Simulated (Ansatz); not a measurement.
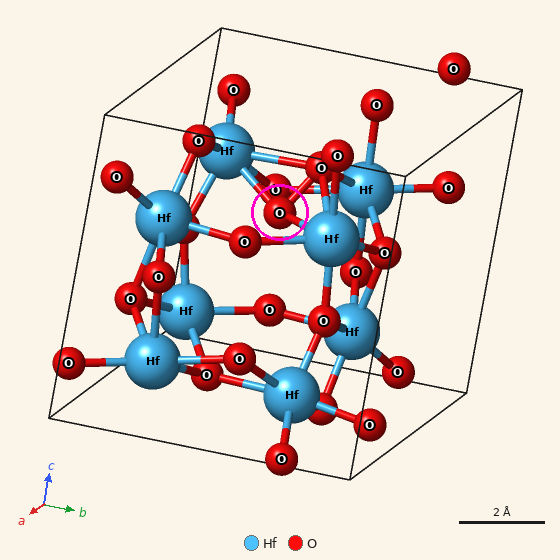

Drawn in the ball-and-stick manner and seen slightly off an axis. Lines trace the edges of the supercell. The host is HfO2, in a cell of 24 sites, and the cell is neutral. A ring marks the defect's site.

### Describe the defect.

An interstitial oxygen atom. It is bonded to two Hf and one O (about 2.1 Å to Hf, 1.5 Å to O). Not all metal-metal contacts are counted.

The atoms were relaxed in the host's cell with Ansatz, DFT PBE, scalar-relativistic, plane waves, PAW.
